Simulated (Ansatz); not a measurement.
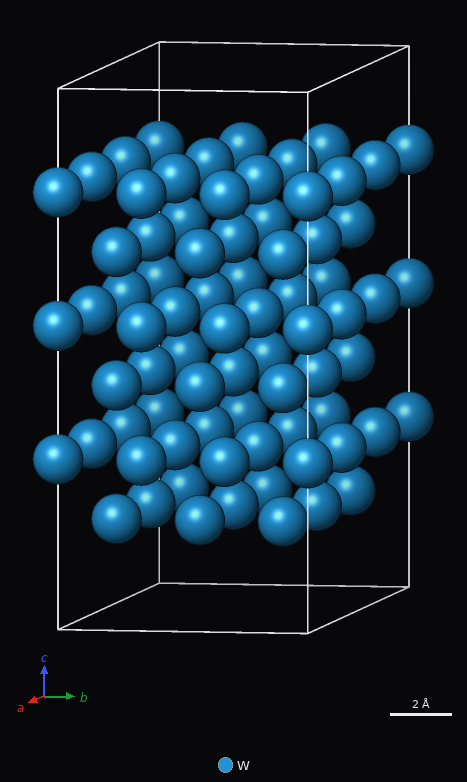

*The structure as given in the input (spheres-only view of the 3 × 3 repeat of the cell, with the vacuum cut short, seen slightly off an axis).*

## Single-point calculation, with input and output: W

System: W (slab, 6 atoms in the cell).
Method: DFT PBE, scalar-relativistic, plane waves, PAW, no spin polarisation (Ansatz 0.2.0).

The structure derives from an entry of the Crystallography Open Database. Figures and captions count atoms from 1; the log counts them from 0 in places.

Log
```
Engine: ansatz 0.2.0, aarch64-unknown-linux-gnu
Pseudopotentials: kind: paw
Pseudopotential: W, paw, valence charge 14, recommended cutoff 420 eV (normal), W.paw.azcp
Functional definition: PBE
  parameter kappa = 0.804
  parameter beta = 0.06672455060314922
  exchange = pbe_x(kappa = kappa, mu = beta*pi^2/3)
  correlation = pbe_c(beta = beta)
Crystal: 6 atoms, lattice volume = 188.162 Å³
Basis set: ecut = 420 eV, 3713 PW (Γ), exchange–correlation on 40×40×360 points (8 copies of the dense FFT grid, shifted against one another)
Bands: 51, of which v1, the nominal top of the filled ones, is band 42 counted from 1 (41 counted from 0)
Symmetry: 4 space group operations
k-points: 49 of 169
Non-local potential: W, projectors of the file, l = 0: 3, l = 1: 2, l = 2: 2, l = 3: 1
PAW form: soft (Blöchl's): semilocal exchange-correlation on the pseudo side does not see the compensation charge
PAW one-centre angular grid: W, 590 points (default); XC on 64 Gauss nodes
Initial density: superposition of atomic densities (neutral atoms: chi_scale 0, normalization atom), corrected by the library's trained network
Initial wavefunctions: pseudopotential atomic-orbital guess
Functional: x = pbe(κ = 0.804, μ = 0.2195149727645171), c = pbe(β = 0.06672455060314922)
SCF iter   1: F=—  HF=-62306.016862 eV  |F-HF|=—  |Δ(HF+E_count)|=         —  Δρ=6.03e-3  dr2=3.23e-1  ethr=1.77e-3  p=0.000 e·Å  D=1.28e-13 V/Å  ΔV_dip=-0.00 eV  dr2_dipole=4.68e-8  V_vac-E_F(+/−)=5.00/5.00 eV  ⟨swp⟩=7.9  Hψ=11295  notcnv=0
efield: sawtooth ramp at fractional position 0.9500 (placed from the atoms, in the widest stretch of the axis that holds none; the zero of the levels goes with the place), width 0.1000; the density the first Hamiltonian is built on has a dipole p = 0.000 e·Å; the dipole correction subtracts the counter field D = 1.28e-13 V/Å, which shifts the + side's vacuum level by -0.00 eV against the − side's; the planar-averaged density in the ramp window peaks in size at 3.8e-5 e/Å³
preconditioner: auto → LDOS  [metal: Δε(μ)=0.034 eV  Ē_g=4.811 eV  σ=0.100 eV  W_gap=0.19  n_scr=18 (ndim 8)  ℏωp=16.2 eV  f_vac=0.426  D(μ)=4.17/eV (n_scr^D=16)  β→1.0]
SCF iter   2: F=—  HF=-62306.006895 eV  |F-HF|=—  |Δ(HF+E_count)|=   9.97e-3  Δρ=3.84e-3  dr2=1.31e-1  ethr=3.84e-4  p=-0.000 e·Å  D=-2.10e-5 V/Å  ΔV_dip=0.00 eV  dr2_dipole=7.66e-7  V_vac-E_F(+/−)=4.91/4.90 eV  ⟨swp⟩=2.2  Hψ=3861  notcnv=0  defer=114
SCF iter   3: F=—  HF=-62305.995718 eV  |F-HF|=—  |Δ(HF+E_count)|=   1.12e-2  Δρ=6.82e-4  dr2=5.23e-3  ethr=1.56e-4  p=-0.000 e·Å  D=-5.62e-6 V/Å  ΔV_dip=0.00 eV  dr2_dipole=1.37e-8  V_vac-E_F(+/−)=4.93/4.93 eV  ⟨swp⟩=2.0  Hψ=3221  notcnv=0  defer=114
SCF iter   4: F=—  HF=-62305.995315 eV  |F-HF|=—  |Δ(HF+E_count)|=   4.03e-4  Δρ=1.87e-4  dr2=2.00e-4  ethr=6.23e-6  p=-0.000 e·Å  D=-1.65e-6 V/Å  ΔV_dip=0.00 eV  dr2_dipole=7.89e-10  V_vac-E_F(+/−)=4.93/4.93 eV  ⟨swp⟩=2.8  Hψ=3601  notcnv=0  defer=114
SCF iter   5: F=—  HF=-62305.995302 eV  |F-HF|=—  |Δ(HF+E_count)|=   1.28e-5  Δρ=6.53e-5  dr2=7.45e-6  ethr=2.38e-7  p=-0.000 e·Å  D=-7.21e-7 V/Å  ΔV_dip=0.00 eV  dr2_dipole=1.75e-10  V_vac-E_F(+/−)=4.92/4.92 eV  ⟨swp⟩=2.7  Hψ=3542  notcnv=0  defer=114
SCF iter   6: F=—  HF=-62305.995382 eV  |F-HF|=—  |Δ(HF+E_count)|=   7.96e-5  Δρ=2.15e-5  dr2=8.56e-7  ethr=8.87e-9  p=-0.000 e·Å  D=-2.39e-7 V/Å  ΔV_dip=0.00 eV  dr2_dipole=5.16e-12  V_vac-E_F(+/−)=4.92/4.92 eV  ⟨swp⟩=3.3  Hψ=4110  notcnv=0  defer=39
SCF iter   7: F=-62305.995383 eV  HF=-62305.995383 eV  |F-HF|=8.55e-8  |Δ(HF+E_count)|=   1.42e-6  Δρ=5.16e-6  dr2=4.79e-8  ethr=1.19e-10  p=-0.000 e·Å  D=-1.68e-8 V/Å  ΔV_dip=0.00 eV  dr2_dipole=6.70e-13  V_vac-E_F(+/−)=4.92/4.92 eV  ⟨swp⟩=21.7  Hψ=23999  notcnv=0
SCF 1 converged in 7 iterations: F = -62305.995383 eV  dr2 = 4.79e-8
  greatest PAW one-centre occupation: 1.000 electrons in one spin orbital (limit 2), on the W atom at site 5 (counted from 0), in its partial waves of l = 0
WARN: The output density's exchange-correlation potential varies sharply where the density is thin. Do not read a vacuum level from v_tot or v_xc, or from such a field of the output density. On a cell that repeats whose density bears no net charge and no dipole along the vacuum's axis use v_es (v_loc + v_h of the components); under efield.dipole_correction with no amplitude use v_es + v_field, which holds any external_charges[].barrier, or the levels of the report's work_function block, which leave it out; under a non-zero efield.amplitude the vacuum is tilted and has no level; on a cell that repeats and bears such a dipole with no correction it is tilted too, and efield.dipole_correction with no amplitude gives each side of its ramp a level where efield: is served; in a cell that repeats whose density bears a net charge (total_charge, or a fill off its count) it is curved and has none; of a slab under crystal.periodic whose density bears no net charge use v_es, which has a level on each side, short of where the two are joined; of another it falls or rises all the way out and has none; of a slab beside external_charges read slab_vacuum_level instead, which it has where they leave it neutral. The grid or the basis barely resolves most such structure, and the values can differ between equally converged runs; as a rule a tighter scf.convergence.dr2_threshold does not remove it. Where the density itself ripples (under the LDA too) a higher basis.ecutwfc lessens it. The files hold the spikes' plane waves up to the density's cutoff. Files: v_tot_of_output_density and the like, and their columns of v_z.tsv (output.write_potential); v_xc_of_output_density and the like, and their columns of v_comp_z.tsv (output.write_potential_components). Measured: with its Gaussian average of σ = 0.25 Å subtracted twice, the exchange-correlation potential is over 0.1 eV at 148 of the grid points where the equally averaged density (valence and model cores) is under 1e-3 e/Å³, and 0.625 eV at the most among them, at an averaged density of 5.3e-8 e/Å³. The input density's (outcome.potential() and, of a run that writes arrays, v_tot and v_xc) is over 0.1 eV, so measured, at 160 points of its own thin density, 0.185 eV at the most. See output.write_potential in the manual, Limitations
SCF converged after 7 iterations
Free energy (F): -62305.995383 eV
Harris-Foulkes:  -62305.995383 eV  (|F-HF|=8.55e-8)
Internal energy: -62305.975730 eV  (E = F + TS)
E sigma→0 (E₀):  -62305.985557 eV
Entropy (-TS):   -0.019653 eV (-3.275 meV/atom)
Fermi energy:    9.089256 eV
Dipole field:    D = -0.000001 V/Å  (p = -0.000001 e·Å, saw-weighted, corrected)
Work function:   Φ+ = 4.9248 eV   Φ− = 4.9248 eV
Levels:          The Fermi level and band energies are counted from a zero that moves with the ramp; work functions are not
--- Per-component energies (eV) ---
  E_band       = -1614.016227
  E_kinetic    = 2687.236387
  E_local      = -97206.489828  (includes V_loc(G=0)·N_el)
  E_nonlocal   = 4.440417
  E_hartree    = 47537.247899
  E_xc         = -1595.587161
  E_vxc        = -1424.714798  (∫ρ·V_xc dr)
  E_paw        = -51374.286931  (= ΣΔE_a)
  E_vpaw       = -748.966832  (= ΣTr[D̂ρ^β])
  E_aug_tail   = -0.000370  (compensation charges beyond the density's cutoff)
  E_efield     = 0.000000  (sawtooth field / dipole correction)
  E_vefield    = 0.000000  (∫n·V_field dr)
  E_ewald      = 37641.463857
  E_smearing   = -0.019653  (= −TS)
  E_closure    = -0.000000  (closes the sum)
  Σ components = -62305.995383   (vs F -62305.995383, Δ=0.00e0)
--- Forces (eV/Å), atoms counted from 1 ---
  atom   1  W      0.00000000    -0.00000000     0.70853093
  atom   2  W      0.00000000     0.00000000    -0.75579333
  atom   3  W      0.00000000    -0.00000000     0.09584755
  atom   4  W      0.00000000     0.00000000    -0.09584690
  atom   5  W      0.00000000    -0.00000000     0.75579247
  atom   6  W      0.00000000     0.00000000    -0.70853121
  max |Σ_I F_I| component: 4.94e-7 eV/Å
--- Stress (GPa, compression-positive) ---
       -4.170461      -0.697225      -0.000000
       -0.697225      -4.663473       0.000000
       -0.000000       0.000000      -2.628226
  P = ⅓ Tr σ = -3.8207 GPa (-38.207 kbar)
--- Band table (eV; the first three rows and the last of 49) ---
  k-point 0: bands = ["-65.0656", "-65.0465", "-65.0042", "-64.9610", "-64.8580", "-64.8579", "-29.8445", "-29.6724", "-29.4290", "-29.1602", "-29.0713", "-29.0016", "-28.9140", "-28.8809", "-28.7558", "-28.7459", "-28.7373", "-28.7373", "-28.7056", "-28.7024", "-28.6133", "-28.6098", "-28.4491", "-28.4491", "-0.1945", "0.5986", "1.7013", "2.6456", "3.0381", "3.0904", "5.6730", "6.0103", "6.5359", "7.0990", "7.4007", "7.4951", "7.5386", "7.7752", "7.8066", "7.8658", "8.0673", "8.1301", "8.9255", "9.0877", "9.6565", "10.1562", "10.6919", "10.7321", "11.0396", "11.0761", "11.2827"]
  k-point 1: bands = ["-65.0606", "-65.0422", "-65.0008", "-64.9588", "-64.8548", "-64.8547", "-29.8251", "-29.6628", "-29.4358", "-29.1866", "-29.0886", "-29.0107", "-28.9497", "-28.8813", "-28.7718", "-28.7717", "-28.7596", "-28.7583", "-28.7328", "-28.7226", "-28.6361", "-28.6301", "-28.4752", "-28.4751", "0.0109", "0.7927", "1.8897", "2.8461", "3.2438", "3.3009", "5.7203", "6.0440", "6.5553", "7.1131", "7.1963", "7.3080", "7.5408", "7.6556", "7.7107", "7.8240", "8.0379", "8.2915", "8.8467", "9.0910", "9.3190", "10.3578", "10.5314", "10.5393", "10.9352", "10.9389", "11.1392"]
  k-point 2: bands = ["-65.0464", "-65.0301", "-64.9917", "-64.9527", "-64.8461", "-64.8460", "-29.7703", "-29.6399", "-29.4650", "-29.2703", "-29.1498", "-29.0675", "-29.0389", "-28.9120", "-28.8599", "-28.8429", "-28.8099", "-28.8092", "-28.7783", "-28.7228", "-28.7211", "-28.6892", "-28.5158", "-28.5153", "0.5919", "1.3267", "2.3837", "3.3624", "3.7960", "3.8582", "5.8204", "6.0918", "6.5484", "6.8139", "6.9185", "7.1251", "7.2969", "7.2985", "7.5320", "7.5520", "8.1574", "8.3511", "8.7415", "8.8849", "9.6604", "10.3799", "10.3961", "10.6264", "10.8038", "10.8805", "10.9390"]
  k-point 48: bands = ["-64.9452", "-64.9325", "-64.8989", "-64.8650", "-64.7552", "-64.7552", "-29.8884", "-29.8257", "-29.7147", "-29.6004", "-29.5195", "-29.5044", "-29.4392", "-29.4281", "-29.4273", "-29.3782", "-29.3028", "-29.2082", "-29.1610", "-29.0198", "-29.0196", "-29.0136", "-28.8482", "-28.7329", "3.1495", "3.5496", "3.6255", "3.8093", "3.9924", "4.2589", "4.7099", "4.7379", "5.2620", "5.8847", "6.4838", "6.7142", "7.9468", "8.0110", "9.3949", "9.6327", "9.7460", "9.8550", "10.3624", "10.5089", "10.9081", "11.4751", "11.4918", "13.0329", "13.2281", "13.3019", "13.7983"]
```

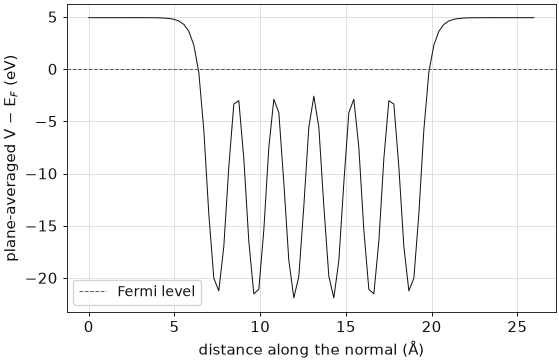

*Plane average of the electrostatic potential energy of an electron across the cell, from the Fermi level.*

The vacuum level lies 4.92 eV above the Fermi level.

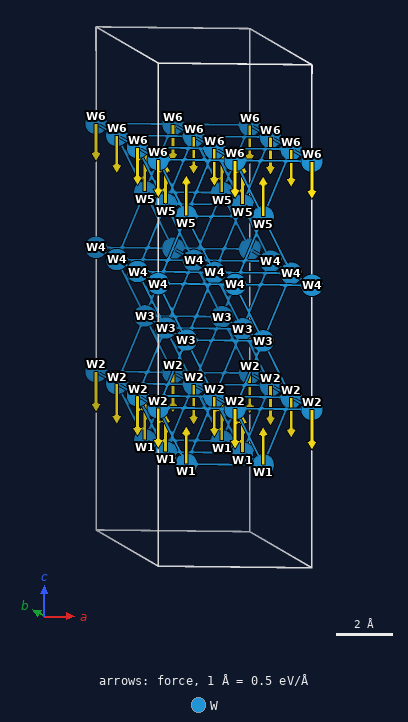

*Forces on the atoms as yellow arrows (ball-and-stick view of the 2 × 3 repeat of the cell, with the vacuum cut short, seen slightly off an axis; atoms are numbered from 1 in the order of the input).*

The largest act on W2, W5 (0.76 eV/Å); W1, W6 (0.71 eV/Å). The geometry is not a stationary point of this energy.

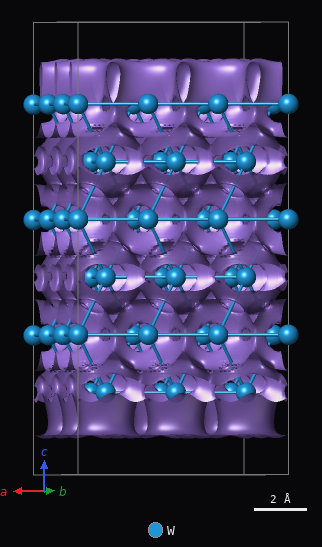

*Isosurface of the electron localisation function at 0.4 (purple), seen at an oblique angle. Only the valence region is drawn (cores and ρ < 0.01 e/Å³ removed). Sticks mark near contacts.*

Counts are for one cell; the picture repeats the cell along the surface. Profiles from the grid: W–W (2.76 Å): the ELF is about 0.40 at the midpoint, as expected for metallic bonding. The fields are those of the smooth PAW valence density.

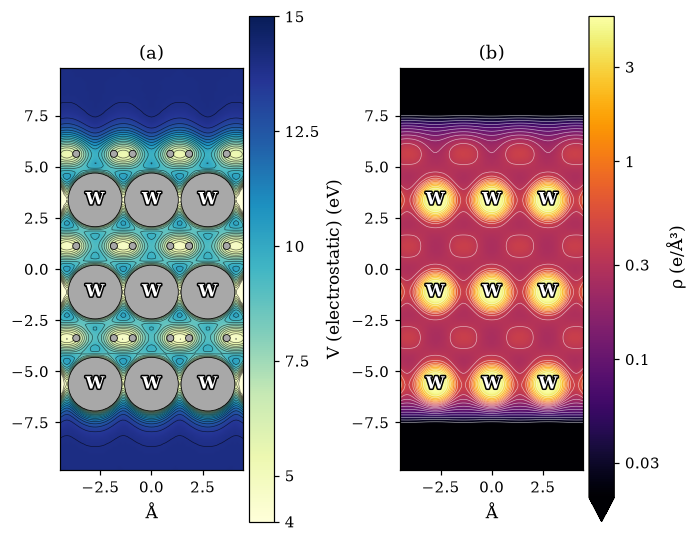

*(a) electrostatic potential energy of an electron; (b) valence charge density (pseudo) on the (010) plane of the calculation cell, a cut from vacuum to vacuum. Grey discs, where drawn, cover atomic cores.*

The plane passes through W nuclei. W–W (2.76 Å): the density is about 0.42 e/Å³ at the midpoint. The density dies away to nearly zero in the vacuum.

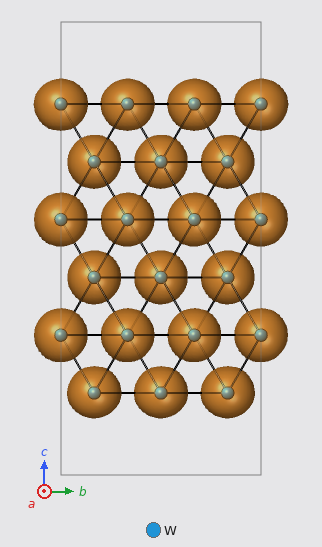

*Isosurface of the valence pseudo-density at 0.6 e/Å³ (orange), seen along the a axis. Sticks mark near contacts.*

At this value the density breaks into separate islands; it holds about 70 % of the electrons treated as valence (semicore included). It is pinched off along the W–W (2.76 Å) contacts. On the grid the lowest density along these lines, outside the cores, is 0.42 e/Å³ (W–W, 2.76 Å).

The run was set up as follows.

The input
```yaml
crystal:
  lattice:
    - [2.7570398385, 0.0, 0.0]
    - [-0.9190132795, 2.5993620877, 0.0]
    - [0.0, 0.0, 26.255568008]
  atoms:
    - { symbol: W, position: [0.5, 0.5, 0.2856536944] }
    - { symbol: W, position: [0.0, 0.0, 0.3713922166] }
    - { symbol: W, position: [0.5, 0.5, 0.4571307389] }
    - { symbol: W, position: [0.0, 0.0, 0.5428692611] }
    - { symbol: W, position: [0.5, 0.5, 0.6286077834] }
    - { symbol: W, position: [0.0, 0.0, 0.7143463056] }
basis:
  ecutwfc: 420
kpoints:
  mp_grid: { grid: [13, 13, 1] }
hamiltonian:
  xc: pbe
scf:
  occupations: { method: gaussian, width: 0.1 }
output:
  forces: true
  stress: true
  eigenvalues: true
  write_density: true
  write_potential: true
  elf: true
  volumetric_format: npy
efield:
  axis: 3
  dipole_correction: true
```

Run as:
```bash
ansatz run input.yaml --threads 1 --pin off --max-ram 2560MiB --backend cpu --events-out ev --progress --plain --runs-dir out
```

Key numbers

```json
{"quantity": "outcome", "value": "converged"}
{"quantity": "electrons treated", "value": "84"}
{"quantity": "free energy", "value": "−62305.9954 eV"}
{"quantity": "work function, top face", "value": "4.92 eV"}
{"quantity": "work function, bottom face", "value": "4.92 eV"}
{"quantity": "Fermi energy", "value": "9.089 eV"}
{"quantity": "gap on the k-point mesh", "value": "none (metallic)"}
{"quantity": "work function (upper face)", "value": "4.92 eV"}
{"quantity": "largest force (length of the vector)", "value": "0.756 eV/Å"}
{"quantity": "hardware", "value": "1 thread of Arm Neoverse V1, 24 GiB of memory available, shared host"}
{"quantity": "wall time", "value": "57 s"}
{"quantity": "peak memory", "value": "0.56 GiB"}
```

Notes

Warnings of the run: the exchange-correlation potential is rough where the density is thin. Spin–orbit coupling is left out, which matters for W.
